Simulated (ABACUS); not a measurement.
Run report: Cu, converge calculation (part 2 of 2)

The same run, continued: Cu (P-1, 1 atom in the cell); Kohn-Sham DFT of a periodic cell, PBE, Ansatz NC PBE, no spin polarisation (ABACUS 3.10.1); cutoff 1251.72 eV, 8×8×8 k-mesh, marzari-vanderbilt of 0.1 eV. The structure derives from a Materials Project entry. It belongs to a series of runs on one base structure; here: pseudo_rcut = 8.

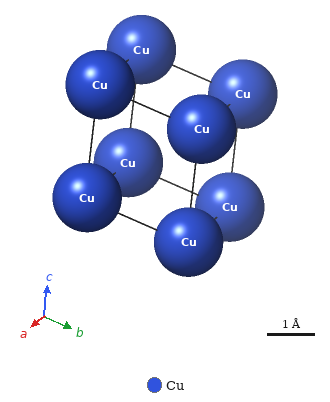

The structure (spheres-only view of the cell of the calculation, seen slightly off an axis).

**What the program printed, continued**
```
----------------------------------------------------------
     Energy           Rydberg                 eV
----------------------------------------------------------
 E_KohnSham     -379.5139025533      -5163.5515449420
 E_Harris       -379.3743937434      -5161.6534302053
 E_Fermi        1.3320182744         18.1230383720
----------------------------------------------------------

 PW ALGORITHM --------------- ION=   1  ELEC=   4--------------------------------

 Density error is 0.000113069193843
                          Error Threshold = 1.46961638022e-06
----------------------------------------------------------
     Energy           Rydberg                 eV
----------------------------------------------------------
 E_KohnSham     -379.5145308883      -5163.5600938780
 E_Harris       -379.6651938092      -5165.6099680789
 E_Fermi        1.3329445616         18.1356411553
----------------------------------------------------------

 PW ALGORITHM --------------- ION=   1  ELEC=   5--------------------------------

 Density error is 6.59729298916e-06
                          Error Threshold = 5.95101020229e-07
----------------------------------------------------------
     Energy           Rydberg                 eV
----------------------------------------------------------
 E_KohnSham     -379.5145435017      -5163.5602654916
 E_Harris       -379.5215964864      -5163.6562262712
 E_Fermi        1.3318378563         18.1205836580
----------------------------------------------------------

 PW ALGORITHM --------------- ION=   1  ELEC=   6--------------------------------

 Density error is 1.18640514458e-06
                          Error Threshold = 3.47225946798e-08
----------------------------------------------------------
     Energy           Rydberg                 eV
----------------------------------------------------------
 E_KohnSham     -379.5145450414      -5163.5602864411
 E_Harris       -379.5146809746      -5163.5621359067
 E_Fermi        1.3318713037         18.1210387326
----------------------------------------------------------

 PW ALGORITHM --------------- ION=   1  ELEC=   7--------------------------------

 Density error is 3.43045310963e-08
                          Error Threshold = 6.24423760307e-09
----------------------------------------------------------
     Energy           Rydberg                 eV
----------------------------------------------------------
 E_KohnSham     -379.5145451174      -5163.5602874745
 E_Harris       -379.5149863693      -5163.5662910144
 E_Fermi        1.3318166531         18.1202951737
----------------------------------------------------------

 PW ALGORITHM --------------- ION=   1  ELEC=   8--------------------------------

 Density error is 8.99410697585e-09
                          Error Threshold = 1.80550163665e-10
----------------------------------------------------------
     Energy           Rydberg                 eV
----------------------------------------------------------
 E_KohnSham     -379.5145451213      -5163.5602875281
 E_KS(sigma->0) -379.5145547047      -5163.5604179163
 E_Harris       -379.5157228439      -5163.5763112662
 E_band         -24.7852566926       -337.2207174119
 E_one_elec     -199.6961245126      -2717.0051618890
 E_Hartree      111.6050569484       1518.4647001131
 E_xc           -46.7016912425       -635.4091071344
 E_Ewald        -244.7218054814      -3329.6109793943
 E_entropy(-TS) 0.0000191667         0.0002607765
 E_descf        0.0000000000         0.0000000000
 E_exx          0.0000000000         0.0000000000
 E_Fermi        1.3318032295         18.1201125354
----------------------------------------------------------

 charge density convergence is achieved
 final etot is -5163.5602875 eV
 EFERMI = 18.120112535 eV

 STATE ENERGY(eV) AND OCCUPATIONS    NSPIN == 1
 1/65 kpoint (Cartesian) = 0.0000 0.0000 0.0000 (1145 pws)
       1       -94.6424     0.00390625
       2       -51.9717     0.00390625
       3       -51.9498     0.00390625
       4       -51.9273     0.00390625
       5        8.38211     0.00390625
       6        14.6462     0.00390625
       7        14.9298     0.00390625
       8        14.9653     0.00390625
       9        15.8132     0.00390625
      10        16.0166     0.00390625
      11        42.7886        0.00000
      12        42.9113        0.00000
      13        44.0732        0.00000
      14        46.6757        0.00000

 2/65 kpoint (Cartesian) = 0.00012949 0.042786 0.044742 (1149 pws)
       1       -94.6400     0.00781250
       2       -51.9727     0.00781250
       3       -51.9555     0.00781250
       4       -51.9437     0.00781250
       5        8.98340     0.00781250
       6        14.5540     0.00781250
       7        14.8806     0.00781250
       8        15.1682     0.00781250
       9        15.8367     0.00781250
      10        15.9595     0.00781250
      11        38.2595        0.00000
      12        41.3146        0.00000
      13        41.6637        0.00000
      14        43.0819        0.00000

 3/65 kpoint (Cartesian) = 0.00025898 0.085571 0.089485 (1143 pws)
       1       -94.6344     0.00781250
       2       -51.9856     0.00781250
       3       -51.9777     0.00781250
       4       -51.9643     0.00781250
       5        10.6392     0.00781250
       6        14.2936     0.00781250
       7        14.7703     0.00781250
       8        15.7377     0.00781250
       9        15.8774     0.00781250
      10        15.9784     0.00781250
      11        31.6005        0.00000
      12        38.2579        0.00000
      13        39.1105        0.00000
      14        40.6750        0.00000

 4/65 kpoint (Cartesian) = 0.00038847 0.12836 0.13423 (1143 pws)
       1       -94.6287     0.00781250
       2       -52.0256     0.00781250
       3       -51.9883     0.00781250
       4       -51.9690     0.00781250
       5        12.3860     0.00781250
       6        14.0323     0.00781250
       7        15.4735     0.00781250
       8        15.9449     0.00781250
       9        16.1056     0.00781250
      10        16.3810     0.00781250
      11        25.7244        0.00000
      12        36.1507        0.00000
      13        36.7134        0.00000
      14        39.7871        0.00000

 5/65 kpoint (Cartesian) = 0.00051796 0.17114 0.17897 (1154 pws)
       1       -94.6264     0.00390625
       2       -52.0423     0.00390625
       3       -51.9936     0.00390625
       4       -51.9700     0.00390625
       5        12.7837     0.00390625
       6        13.9256     0.00390625
       7        15.9500     0.00390625
       8        16.1677     0.00390625
       9        16.6719     0.00390625
      10        17.2273     0.00390625
      11        22.4096        0.00000
      12        35.3824        0.00000
      13        35.8431        0.00000
      14        39.5170        0.00000

 6/65 kpoint (Cartesian) = 0.043339 -0.00076575 0.045596 (1146 pws)
       1       -94.6396     0.00781250
       2       -51.9867     0.00781250
       3       -51.9557     0.00781250
       4       -51.9325     0.00781250
       5        9.00530     0.00781250
       6        14.6656     0.00781250
       7        14.9014     0.00781250
       8        15.0785     0.00781250
       9        15.7958     0.00781250
      10        15.9484     0.00781250
      11        39.0445        0.00000
      12        41.1732        0.00000
      13        41.6345        0.00000
      14        43.0425        0.00000

[... levels at 59 further k points ...]

------------------------------------------------------------------------------------------
 TOTAL-FORCE (eV/Angstrom)
------------------------------------------------------------------------------------------
                       Cu1         0.0000000000         0.0000000000         0.0000000000
------------------------------------------------------------------------------------------

----------------------------------------------------------------
 TOTAL-STRESS (KBAR)
----------------------------------------------------------------
        72.7841013997        -0.9619474870         0.8619402394
        -0.9619474869        69.6753931306        -5.5533041047
         0.8619402394        -5.5533041047        77.3210884170
----------------------------------------------------------------
 TOTAL-PRESSURE: 73.260194 KBAR

 --------------------------------------------
 !FINAL_ETOT_IS -5163.5602875280792432 eV
 --------------------------------------------
```

**Standard output**
```
ABACUS v3.10.1

               Atomic-orbital Based Ab-initio Computation at UStc

%%%%%%%%%%%%%%%%%%%%%%%%%%%%%%%%%%%%%%%%%%%%%%%%%%%%%%%%%%%%%%%%%%%%%%%%%%%%%%%%%%%%%%%%%%%%%%%%%%%%%%%%%
 Warning: the number of valence electrons in pseudopotential > 11 for Cu: [Ar] 3d10 4s1
 Pseudopotentials with additional electrons can yield (more) accurate outcomes, but may be less efficient.
 If you're confident that your chosen pseudopotential is appropriate, you can safely ignore this warning.
%%%%%%%%%%%%%%%%%%%%%%%%%%%%%%%%%%%%%%%%%%%%%%%%%%%%%%%%%%%%%%%%%%%%%%%%%%%%%%%%%%%%%%%%%%%%%%%%%%%%%%%%%

 UNIFORM GRID DIM        : 30 * 27 * 30
 UNIFORM GRID DIM(BIG)   : 30 * 27 * 30
 ---------------------------------------------------------
 Self-consistent calculations for electrons
 ---------------------------------------------------------
 SPIN    KPOINTS         PROCESSORS  THREADS
 1       260             4           4
 ---------------------------------------------------------
 Use plane wave basis
 ---------------------------------------------------------
 ELEMENT NATOM       XC
 Cu      1
 ---------------------------------------------------------
 Initial plane wave basis and FFT box
 ---------------------------------------------------------
 -------------------------------------------
 SELF-CONSISTENT :
 -------------------------------------------
 START CHARGE      : atomic
 ITER       ETOT/eV          EDIFF/eV         DRHO     TIME/s
 DA1     -5.16187803e+03   0.00000000e+00   2.5694e-01   1.96
 DA2     -5.16275696e+03  -8.78923413e-01   3.3301e-01   1.76
 DA3     -5.16355154e+03  -7.94588099e-01   2.7923e-04   1.50
 DA4     -5.16356009e+03  -8.54893595e-03   1.1307e-04   2.39
 DA5     -5.16356027e+03  -1.71613595e-04   6.5973e-06   1.37
 DA6     -5.16356029e+03  -2.09495193e-05   1.1864e-06   1.92
 DA7     -5.16356029e+03  -1.03345444e-06   3.4305e-08   1.51
 DA8     -5.16356029e+03  -5.35444138e-08   8.9941e-09   1.90
----------------------------------------------------------------
 TOTAL-STRESS (KBAR)
----------------------------------------------------------------
        72.7841013997        -0.9619474870         0.8619402394
        -0.9619474869        69.6753931306        -5.5533041047
         0.8619402394        -5.5533041047        77.3210884170
----------------------------------------------------------------
 TOTAL-PRESSURE: 73.260194 KBAR
```

The run was set up as follows.

**Input file**
```
INPUT_PARAMETERS
suffix              Cu
calculation         scf
basis_type          pw
pseudo_dir          ./
symmetry            1
dft_functional      pbe
ecutwfc             92
pseudo_rcut         8
nspin               1
nbands              14
ks_solver           dav
smearing_method     mv
smearing_sigma      0.00734986
scf_thr             1e-08
scf_nmax            100
mixing_type         broyden
mixing_beta         0.7
cal_force           1
cal_stress          1
kpar                4
```

**File STRU**
```
ATOMIC_SPECIES
Cu 63.5460 Cu.upf

LATTICE_CONSTANT
1.8897261246

LATTICE_VECTORS
-1.4521750000 1.4569240000 1.4047680000
1.4409400000 -1.4141000000 1.3480880000
1.4557270000 1.4176520000 -1.3598680000

ATOMIC_POSITIONS
Direct

Cu
0.0
1
-0.0258370000 0.0091860000 0.0042400000 1 1 1
```

**File KPT**
```
K_POINTS
0
Gamma
8 8 8 0 0 0
```

Run as:
```bash
OMP_NUM_THREADS=1 mpirun -np 4 abacus > log
```

**Key numbers**

| quantity | value |
| --- | --- |
| outcome | converged |
| space group (tolerance 0.01 Å) | P-1 (2) |
| electrons treated | 19 |
| free energy | −5163.5603 eV |
| Fermi energy of the self-consistent step | 18.120 eV |
| gap on the k-point mesh | none (metallic) |
| pressure | 7.33 GPa |
| largest force (length of the vector) | under 0.001 eV/Å |
| hardware | 4 threads of Intel Xeon @ 2.90GHz (Ice Lake), 16 GiB of memory available, shared host |
| wall time | 16 s (CPU time 62 s) |
| peak memory | 0.32 GiB |

**Remarks**

The cell is under a pressure of 7.3 GPa at this level, so it is not at its equilibrium volume.
